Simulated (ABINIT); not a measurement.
# Band-structure run of ScAl3 (part 3 of 4)

ScAl3 (Pm-3m, 4 atoms in the cell); Kohn-Sham DFT of a periodic cell, LDA, HGH LDA, no spin polarisation (ABINIT 10.8.3); cutoff 489.81 eV, 7×7×7 k-mesh, fermi-dirac of 0.05 eV. The structure derives from a Materials Project entry.

Geometry of the input (Å; fractional positions):
```
4.0878  0.0000  0.0000
0.0000  4.0878  0.0000
0.0000  0.0000  4.0878
Sc 0.0000  0.0000  0.0000
Al 0.5000  0.5000  0.0000
Al 0.0000  0.5000  0.5000
Al 0.5000  0.0000  0.5000
```

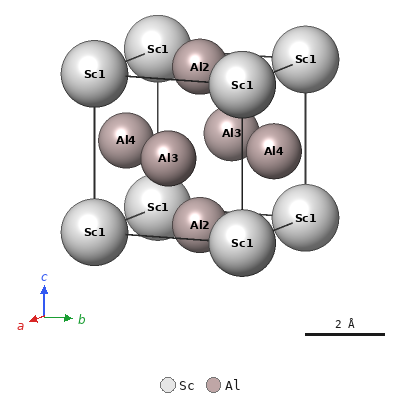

The structure (spheres-only view of the cell of the calculation, seen slightly off an axis; atoms are numbered from 1 in the order of the input).

The program's output, continued
```
  1.3103E-02  1.3748E-01  1.3748E-01  1.6430E-01  2.4634E-01  2.4634E-01
  3.1151E-01  3.8494E-01  3.9317E-01  3.9317E-01  4.5171E-01  4.5171E-01
  5.1108E-01  5.2972E-01  5.2972E-01  5.7054E-01
 Non-SCF case, kpt   37 (  0.32143  0.32143  0.32143), residuals and eigenvalues=
  5.88E-12  3.69E-12  8.17E-12  5.13E-12  4.59E-12  5.01E-12  7.94E-12  8.34E-12
  5.97E-12  6.92E-12  7.84E-12  7.30E-12  7.65E-12  8.05E-12  8.72E-11  1.35E-08
  3.1849E-02  1.3399E-01  1.3399E-01  1.6260E-01  2.3223E-01  2.3223E-01
  2.8103E-01  3.8461E-01  4.0148E-01  4.0148E-01  4.5148E-01  4.5148E-01
  4.9026E-01  5.5145E-01  5.5145E-01  5.8879E-01
 Non-SCF case, kpt   38 (  0.35714  0.35714  0.35714), residuals and eigenvalues=
  4.99E-12  6.67E-12  4.34E-12  6.58E-12  6.70E-12  6.03E-12  7.80E-12  2.56E-12
  5.88E-12  3.76E-12  4.08E-12  2.00E-12  6.66E-12  3.42E-11  5.96E-10  1.48E-09
  5.1852E-02  1.3182E-01  1.3182E-01  1.6304E-01  2.1965E-01  2.1965E-01
  2.5263E-01  3.7865E-01  4.0604E-01  4.0604E-01  4.5144E-01  4.5144E-01
  4.7121E-01  5.8011E-01  5.8011E-01  6.0919E-01
 Non-SCF case, kpt   39 (  0.39286  0.39286  0.39286), residuals and eigenvalues=
  4.64E-12  3.36E-12  4.69E-12  4.93E-12  3.16E-12  8.08E-12  2.91E-12  4.65E-12
  4.75E-12  3.87E-12  9.39E-12  5.54E-12  9.77E-12  6.51E-11  9.35E-10  1.54E-09
  7.2746E-02  1.3076E-01  1.3076E-01  1.6456E-01  2.0911E-01  2.0911E-01
  2.2724E-01  3.6668E-01  4.0834E-01  4.0834E-01  4.5226E-01  4.5226E-01
  4.6016E-01  6.1329E-01  6.1329E-01  6.3169E-01
 Non-SCF case, kpt   40 (  0.42857  0.42857  0.42857), residuals and eigenvalues=
  7.44E-12  2.88E-12  3.58E-12  6.61E-12  6.75E-12  2.14E-12  7.22E-12  9.06E-12
  3.40E-12  2.58E-12  5.09E-12  6.94E-12  8.99E-12  1.89E-08  8.17E-08  4.55E-08
  9.4076E-02  1.3042E-01  1.3042E-01  1.6404E-01  2.0101E-01  2.0101E-01
  2.0693E-01  3.5211E-01  4.0885E-01  4.0885E-01  4.5261E-01  4.5261E-01
  4.5580E-01  6.4877E-01  6.4877E-01  6.5615E-01
 Non-SCF case, kpt   41 (  0.46429  0.46429  0.46429), residuals and eigenvalues=
  5.19E-12  3.58E-12  4.75E-12  5.01E-12  4.58E-12  7.00E-12  8.49E-12  5.44E-12
  2.36E-12  3.23E-12  7.77E-12  2.36E-12  6.20E-12  3.89E-06  5.33E-06  9.47E-06
  1.1512E-01  1.3050E-01  1.3050E-01  1.5550E-01  1.9588E-01  1.9588E-01
  1.9627E-01  3.4044E-01  4.0917E-01  4.0917E-01  4.5351E-01  4.5351E-01
  4.5406E-01  6.8220E-01  6.8317E-01  6.8319E-01
 Non-SCF case, kpt   42 (  0.50000  0.50000  0.50000), residuals and eigenvalues=
  1.47E-12  9.69E-12  5.46E-12  4.74E-12  9.10E-13  7.41E-12  5.19E-12  5.32E-12
  3.20E-12  7.16E-12  4.22E-12  6.98E-12  5.82E-11  5.91E-06  3.42E-05  1.50E-04
  1.3065E-01  1.3065E-01  1.3065E-01  1.4320E-01  1.9411E-01  1.9411E-01
  1.9411E-01  3.3600E-01  4.0985E-01  4.0985E-01  4.5460E-01  4.5460E-01
  4.5460E-01  7.0235E-01  7.0395E-01  7.0429E-01
 Non-SCF case, kpt   43 (  0.45455  0.50000  0.45455), residuals and eigenvalues=
  2.96E-12  3.78E-12  7.60E-12  3.78E-12  2.60E-12  6.24E-12  7.89E-12  4.27E-12
  8.45E-12  7.35E-12  7.18E-12  2.57E-12  5.12E-12  1.39E-05  1.98E-05  5.75E-05
  1.1514E-01  1.2781E-01  1.3186E-01  1.5677E-01  1.9476E-01  1.9480E-01
  1.9872E-01  3.4078E-01  4.0900E-01  4.0909E-01  4.5345E-01  4.5352E-01
  4.5404E-01  6.7674E-01  6.8300E-01  6.9157E-01
 Non-SCF case, kpt   44 (  0.40909  0.50000  0.40909), residuals and eigenvalues=
  6.05E-12  4.69E-12  4.50E-12  5.27E-12  7.56E-12  7.66E-12  1.88E-12  4.15E-12
  5.90E-12  3.36E-12  4.95E-12  6.97E-12  2.16E-12  1.69E-07  4.32E-07  1.69E-06
  9.5399E-02  1.1986E-01  1.3557E-01  1.6992E-01  1.9686E-01  1.9764E-01
  2.1361E-01  3.5321E-01  4.0865E-01  4.0933E-01  4.5157E-01  4.5363E-01
  4.5540E-01  6.3754E-01  6.5309E-01  6.6203E-01
 Non-SCF case, kpt   45 (  0.36364  0.50000  0.36364), residuals and eigenvalues=
  6.14E-12  6.57E-12  6.24E-12  5.50E-12  6.33E-12  7.77E-12  4.93E-12  3.93E-12
  6.03E-12  7.27E-12  8.70E-12  6.26E-12  8.33E-12  1.46E-09  6.62E-08  3.40E-07
  7.6860E-02  1.0810E-01  1.4182E-01  1.7882E-01  2.0031E-01  2.0396E-01
  2.3695E-01  3.6839E-01  4.0855E-01  4.0953E-01  4.4917E-01  4.5463E-01
  4.6003E-01  5.9736E-01  6.2377E-01  6.3004E-01
 Non-SCF case, kpt   46 (  0.31818  0.50000  0.31818), residuals and eigenvalues=
  6.32E-12  3.99E-12  9.36E-12  1.98E-12  3.03E-12  2.69E-12  6.36E-12  2.70E-12
  3.86E-12  5.46E-12  8.66E-12  7.44E-12  8.80E-12  4.09E-12  2.04E-08  7.51E-08
  6.0067E-02  9.4457E-02  1.5045E-01  1.8667E-01  2.0512E-01  2.1414E-01
  2.6418E-01  3.8047E-01  4.0722E-01  4.0811E-01  4.4495E-01  4.5324E-01
  4.7237E-01  5.5870E-01  5.9808E-01  5.9943E-01
 Non-SCF case, kpt   47 (  0.27273  0.50000  0.27273), residuals and eigenvalues=
  5.90E-12  8.80E-12  9.95E-12  5.52E-12  9.35E-12  8.12E-12  7.55E-12  6.92E-12
  5.11E-12  7.65E-12  5.99E-12  7.27E-12  2.27E-12  3.45E-12  1.00E-08  5.55E-09
  4.5327E-02  8.0593E-02  1.6147E-01  1.9502E-01  2.1136E-01  2.2789E-01
  2.9301E-01  3.8661E-01  4.0364E-01  4.0714E-01  4.3890E-01  4.5153E-01
  4.9380E-01  5.2340E-01  5.7383E-01  5.7862E-01
 Non-SCF case, kpt   48 (  0.22727  0.50000  0.22727), residuals and eigenvalues=
  9.31E-12  2.43E-12  4.39E-12  5.00E-12  2.14E-12  6.97E-12  8.18E-12  2.42E-12
  4.95E-12  8.40E-12  4.66E-12  5.20E-12  1.78E-11  1.15E-09  9.34E-08  6.09E-08
  3.2730E-02  6.7662E-02  1.7465E-01  2.0424E-01  2.1884E-01  2.4473E-01
  3.2103E-01  3.8798E-01  3.9543E-01  4.0448E-01  4.2817E-01  4.4731E-01
  4.9417E-01  5.2065E-01  5.5584E-01  5.6635E-01
 Non-SCF case, kpt   49 (  0.18182  0.50000  0.18182), residuals and eigenvalues=
  8.41E-12  5.52E-12  5.04E-12  6.57E-12  5.32E-12  4.10E-12  5.23E-12  8.76E-12
  6.99E-12  7.09E-12  5.87E-12  2.80E-12  5.72E-10  1.15E-08  2.29E-07  9.19E-06
  2.2361E-02  5.6404E-02  1.8975E-01  2.1425E-01  2.2745E-01  2.6430E-01
  3.4533E-01  3.8385E-01  3.8733E-01  4.0097E-01  4.1045E-01  4.4195E-01
  4.7437E-01  5.4254E-01  5.4809E-01  5.6186E-01
 Non-SCF case, kpt   50 (  0.13636  0.50000  0.13636), residuals and eigenvalues=
  9.87E-12  9.95E-12  4.69E-12  3.99E-12  7.23E-12  5.56E-12  2.57E-12  7.69E-12
  7.53E-12  3.10E-12  9.48E-12  8.77E-12  4.70E-11  5.92E-10  4.56E-07  4.25E-07
  1.4258E-02  4.7281E-02  2.0631E-01  2.2455E-01  2.3680E-01  2.8580E-01
  3.6061E-01  3.7007E-01  3.8495E-01  3.8705E-01  3.9690E-01  4.3982E-01
  4.6374E-01  5.3704E-01  5.5044E-01  5.6329E-01
 Non-SCF case, kpt   51 (  0.09091  0.50000  0.09091), residuals and eigenvalues=
  5.91E-12  6.51E-12  7.00E-12  5.21E-12  8.20E-12  2.11E-12  2.35E-12  2.41E-12
  3.27E-12  6.77E-12  4.22E-12  8.01E-12  8.05E-12  3.35E-11  4.72E-07  2.29E-05
  8.4487E-03  4.0584E-02  2.2314E-01  2.3403E-01  2.4583E-01  3.0816E-01
  3.5635E-01  3.6289E-01  3.6338E-01  3.8001E-01  3.9269E-01  4.4457E-01
  4.5805E-01  5.1572E-01  5.6039E-01  5.6755E-01
 Non-SCF case, kpt   52 (  0.04545  0.50000  0.04545), residuals and eigenvalues=
  9.03E-12  3.63E-12  7.93E-12  5.31E-12  3.18E-12  9.89E-12  9.03E-12  8.97E-12
  4.81E-12  4.10E-12  2.12E-12  3.27E-12  8.11E-12  8.49E-12  7.88E-06  5.43E-08
  4.9568E-03  3.6504E-02  2.3768E-01  2.4129E-01  2.5335E-01  3.2947E-01
  3.4340E-01  3.4593E-01  3.6009E-01  3.7177E-01  3.9046E-01  4.5166E-01
  4.5545E-01  4.9842E-01  5.7299E-01  5.7492E-01
 Non-SCF case, kpt   53 (  0.00000  0.50000  0.00000), residuals and eigenvalues=
  2.86E-12  7.29E-12  6.23E-12  3.64E-12  2.84E-12  1.83E-12  4.43E-12  9.19E-12
  4.10E-12  3.52E-12  4.25E-12  2.46E-12  9.31E-11  8.56E-12  3.77E-05  5.63E-07
  3.7911E-03  3.5131E-02  2.4392E-01  2.4392E-01  2.5623E-01  3.3530E-01
  3.4186E-01  3.4186E-01  3.5800E-01  3.6335E-01  3.8942E-01  4.5419E-01
  4.5419E-01  4.9188E-01  5.7498E-01  5.8283E-01

--- !ResultsGS
iteration_state: {dtset: 2, }
comment   : Summary of ground state results
lattice_vectors:
- [  7.7248349,   0.0000000,   0.0000000, ]
- [  0.0000000,   7.7248349,   0.0000000, ]
- [  0.0000000,   0.0000000,   7.7248349, ]
lattice_lengths: [   7.72483,    7.72483,    7.72483, ]
lattice_angles: [ 90.000,  90.000,  90.000, ] # degrees, (23, 13, 12)
lattice_volume:   4.6096464E+02
convergence: {deltae:  0.000E+00, res2:  0.000E+00, residm:  9.951E-12, diffor:  0.000E+00, }
etotal    :  -8.14256273E+00
entropy   :   0.00000000E+00
fermie    :   3.03443748E-01
cartesian_stress_tensor: null
pressure_GPa: null
xred      :
- [  0.0000E+00,   0.0000E+00,   0.0000E+00, Sc]
- [  5.0000E-01,   5.0000E-01,   0.0000E+00, Al]
- [  0.0000E+00,   5.0000E-01,   5.0000E-01, Al]
- [  5.0000E-01,   0.0000E+00,   5.0000E-01, Al]
cartesian_forces: null
force_length_stats: {min: null, max: null, mean: null, }
...

 Integrated electronic density in atomic spheres:
 ------------------------------------------------
 Atom  Sphere_radius  Integrated_density
    1        2.00000          0.96186329
    2        2.00000          0.89618875
    3        2.00000          0.89618875
    4        2.00000          0.89618875
================================================================================

 ----iterations are completed or convergence reached----

 Mean square residual over all n,k,spin=   56.483E-13; max=  99.510E-13
 reduced coordinates (array xred) for    4 atoms
       0.000000000000      0.000000000000      0.000000000000
       0.500000000000      0.500000000000      0.000000000000
       0.000000000000      0.500000000000      0.500000000000
       0.500000000000      0.000000000000      0.500000000000

 cartesian coordinates (angstrom) at end:
    1      0.00000000000000     0.00000000000000     0.00000000000000
    2      2.04390328500000     2.04390328500000     0.00000000000000
    3      0.00000000000000     2.04390328500000     2.04390328500000
    4      2.04390328500000     0.00000000000000     2.04390328500000
 length scales=  1.889726125908  1.889726125908  1.889726125908 bohr
              =  1.000000000000  1.000000000000  1.000000000000 angstroms
 Eigenvalues (hartree) for nkpt=  53  k points:
 kpt#   1, nband= 16, wtk=  1.00000, kpt=  0.0000  0.0000  0.0000 (reduced coord)
  -0.06371    0.21215    0.21215    0.23805    0.23805    0.23805    0.35208    0.35208
   0.35208    0.35343    0.48309    0.48309    0.50178    0.50178    0.50178    0.60853
 kpt#   2, nband= 16, wtk=  1.00000, kpt=  0.0000  0.0625  0.0000 (reduced coord)
  -0.06242    0.19656    0.21323    0.23829    0.23829    0.25011    0.35188    0.35188
   0.35260    0.35921    0.46650    0.48553    0.50321    0.50321    0.51629    0.58729
 kpt#   3, nband= 16, wtk=  1.00000, kpt=  0.0000  0.1250  0.0000 (reduced coord)
  -0.05855    0.17071    0.21653    0.23898    0.23898    0.26652    0.35035    0.35035
   0.35441    0.37447    0.44249    0.49173    0.50550    0.50550    0.53447    0.56744
 kpt#   4, nband= 16, wtk=  1.00000, kpt=  0.0000  0.1875  0.0000 (reduced coord)
  -0.05214    0.14324    0.22171    0.23998    0.23998    0.28144    0.34757    0.34757
   0.35615    0.39357    0.41784    0.50193    0.50193    0.50201    0.55173    0.55676
 kpt#   5, nband= 16, wtk=  1.00000, kpt=  0.0000  0.2500  0.0000 (reduced coord)
  -0.04327    0.11617    0.22865    0.24112    0.24112    0.29666    0.34499    0.34499
   0.35835    0.39417    0.40971    0.49014    0.49014    0.52057    0.53140    0.56484
 kpt#   6, nband= 16, wtk=  1.00000, kpt=  0.0000  0.3125  0.0000 (reduced coord)
  -0.03207    0.09032    0.23690    0.24220    0.24220    0.31286    0.34314    0.34314
   0.36048    0.37241    0.41655    0.47626    0.47626    0.51087    0.54819    0.56742
 kpt#   7, nband= 16, wtk=  1.00000, kpt=  0.0000  0.3750  0.0000 (reduced coord)
  -0.01886    0.06643    0.24305    0.24305    0.24574    0.33019    0.34218    0.34218
   0.35384    0.36216    0.41136    0.46445    0.46445    0.49844    0.57177    0.58190
 kpt#   8, nband= 16, wtk=  1.00000, kpt=  0.0000  0.4375  0.0000 (reduced coord)
  -0.00478    0.04588    0.24382    0.24382    0.25318    0.34043    0.34192    0.34192
   0.34777    0.36370    0.39891    0.45728    0.45728    0.49320    0.57488    0.58440
 kpt#   9, nband= 16, wtk=  1.00000, kpt=  0.0000  0.5000  0.0000 (reduced coord)
   0.00379    0.03513    0.24392    0.24392    0.25623    0.33530    0.34186    0.34186
   0.35800    0.36335    0.38942    0.45419    0.45419    0.49188    0.57498    0.58283
 kpt#  10, nband= 16, wtk=  1.00000, kpt=  0.0625  0.5000  0.0000 (reduced coord)
   0.00489    0.03643    0.23476    0.24500    0.25315    0.33450    0.34000    0.34197
   0.36066    0.37303    0.39020    0.45070    0.45643    0.49781    0.57279    0.57594
 kpt#  11, nband= 16, wtk=  1.00000, kpt=  0.1250  0.5000  0.0000 (reduced coord)
   0.00819    0.04030    0.21405    0.24398    0.24797    0.32297    0.33750    0.35000
   0.37265    0.38941    0.39187    0.43985    0.46318    0.51034    0.56493    0.57039
 kpt#  12, nband= 16, wtk=  1.00000, kpt=  0.1875  0.5000  0.0000 (reduced coord)
   0.01364    0.04665    0.18982    0.22879    0.25275    0.31223    0.33861    0.35302
   0.38954    0.39357    0.40803    0.42391    0.47713    0.51405    0.55669    0.58050
 kpt#  13, nband= 16, wtk=  1.00000, kpt=  0.2500  0.5000  0.0000 (reduced coord)
   0.02118    0.05535    0.16543    0.20958    0.25924    0.30308    0.34437    0.35441
   0.39533    0.40341    0.40559    0.42791    0.49847    0.50184    0.55129    0.56922
 kpt#  14, nband= 16, wtk=  1.00000, kpt=  0.3125  0.5000  0.0000 (reduced coord)
   0.03066    0.06608    0.14229    0.18897    0.26722    0.29602    0.35453    0.35526
   0.38719    0.39744    0.41436    0.44880    0.48281    0.51564    0.54837    0.56514
 kpt#  15, nband= 16, wtk=  1.00000, kpt=  0.3750  0.5000  0.0000 (reduced coord)
   0.04168    0.07821    0.12126    0.16893    0.27574    0.29057    0.35564    0.36714
   0.37048    0.39945    0.42332    0.46180    0.46952    0.51235    0.54664    0.57756
 kpt#  16, nband= 16, wtk=  1.00000, kpt=  0.4375  0.5000  0.0000 (reduced coord)
   0.05294    0.08993    0.10392    0.15220    0.28316    0.28744    0.35585    0.35792
   0.37982    0.40167    0.43025    0.44271    0.48889    0.50348    0.54580    0.55619
 kpt#  17, nband= 16, wtk=  1.00000, kpt=  0.5000  0.5000  0.0000 (reduced coord)
   0.05911    0.09576    0.09576    0.14467    0.28653    0.28653    0.35299    0.35632
   0.38624    0.40402    0.43309    0.43309    0.49898    0.50024    0.54601    0.54601
 kpt#  18, nband= 16, wtk=  1.00000, kpt=  0.4545  0.4545  0.0000 (reduced coord)
   0.05191    0.09686    0.09748    0.15296    0.28316    0.28731    0.35548    0.35822
   0.38024    0.40047    0.43650    0.43733    0.48854    0.50398    0.54494    0.55745
 kpt#  19, nband= 16, wtk=  1.00000, kpt=  0.4091  0.4091  0.0000 (reduced coord)
   0.03604    0.10015    0.10207    0.17268    0.27585    0.29023    0.34957    0.37163
   0.37471    0.39338    0.44076    0.44689    0.46956    0.51647    0.54330    0.58794
 kpt#  20, nband= 16, wtk=  1.00000, kpt=  0.3636  0.3636  0.0000 (reduced coord)
   0.01790    0.10563    0.10924    0.19712    0.26736    0.29472    0.33536    0.37929
   0.38426    0.38951    0.44169    0.45024    0.45784    0.53266    0.54000    0.55818
 kpt#  21, nband= 16, wtk=  1.00000, kpt=  0.3182  0.3182  0.0000 (reduced coord)
   0.00018    0.11327    0.11897    0.22236    0.25949    0.30102    0.32039    0.37328
   0.38951    0.40725    0.43556    0.44053    0.46721    0.53482    0.53603    0.54163
 kpt#  22, nband= 16, wtk=  1.00000, kpt=  0.2727  0.2727  0.0000 (reduced coord)
  -0.01603    0.12305    0.13108    0.24412    0.25275    0.30877    0.30964    0.35950
   0.40169    0.40575    0.43850    0.44393    0.47069    0.52432    0.52842    0.53122
 kpt#  23, nband= 16, wtk=  1.00000, kpt=  0.2273  0.2273  0.0000 (reduced coord)
  -0.03022    0.13492    0.14535    0.24737    0.25549    0.30989    0.31771    0.34185
   0.39186    0.41316    0.43660    0.46804    0.46814    0.50677    0.52572    0.52647
 kpt#  24, nband= 16, wtk=  1.00000, kpt=  0.1818  0.1818  0.0000 (reduced coord)
  -0.04209    0.14881    0.16131    0.24346    0.25427    0.32069    0.32181    0.32720
   0.37860    0.41631    0.43343    0.46576    0.49560    0.49978    0.51971    0.53122
 kpt#  25, nband= 16, wtk=  1.00000, kpt=  0.1364  0.1364  0.0000 (reduced coord)
  -0.05148    0.16462    0.17814    0.24081    0.24851    0.29755    0.33572    0.33642
   0.36777    0.39965    0.43948    0.46712    0.51207    0.51342    0.52463    0.52934
 kpt#  26, nband= 16, wtk=  1.00000, kpt=  0.0909  0.0909  0.0000 (reduced coord)
  -0.05825    0.18205    0.19439    0.23918    0.24306    0.27387    0.34471    0.34580
   0.35976    0.37753    0.45290    0.47196    0.50768    0.51987    0.52448    0.55470
 kpt#  27, nband= 16, wtk=  1.00000, kpt=  0.0455  0.0455  0.0000 (reduced coord)
  -0.06234    0.20027    0.20713    0.23831    0.23935    0.25156    0.35014    0.35104
   0.35454    0.36011    0.47008    0.47910    0.50337    0.50842    0.51447    0.58405
 kpt#  28, nband= 16, wtk=  1.00000, kpt=  0.0000  0.0000  0.0000 (reduced coord)
  -0.06371    0.21215    0.21215    0.23805    0.23805    0.23805    0.35208    0.35208
   0.35208    0.35343    0.48309    0.48309    0.50178    0.50178    0.50178    0.60853
 kpt#  29, nband= 16, wtk=  1.00000, kpt=  0.0357  0.0357  0.0357 (reduced coord)
  -0.06245    0.20427    0.20427    0.23353    0.24741    0.24741    0.35104    0.35104
   0.35352    0.36014    0.47485    0.47485    0.50286    0.51152    0.51152    0.57913
 kpt#  30, nband= 16, wtk=  1.00000, kpt=  0.0714  0.0714  0.0714 (reduced coord)
  -0.05865    0.19105    0.19105    0.22254    0.26411    0.26411    0.34651    0.34651
   0.35561    0.37779    0.46308    0.46308    0.50608    0.52349    0.52349    0.54161
 kpt#  31, nband= 16, wtk=  1.00000, kpt=  0.1071  0.1071  0.1071 (reduced coord)
  -0.05238    0.17832    0.17832    0.20925    0.28092    0.28092    0.34059    0.34059
   0.35893    0.40117    0.45460    0.45460    0.50433    0.51145    0.52691    0.52691
 kpt#  32, nband= 16, wtk=  1.00000, kpt=  0.1429  0.1429  0.1429 (reduced coord)
```
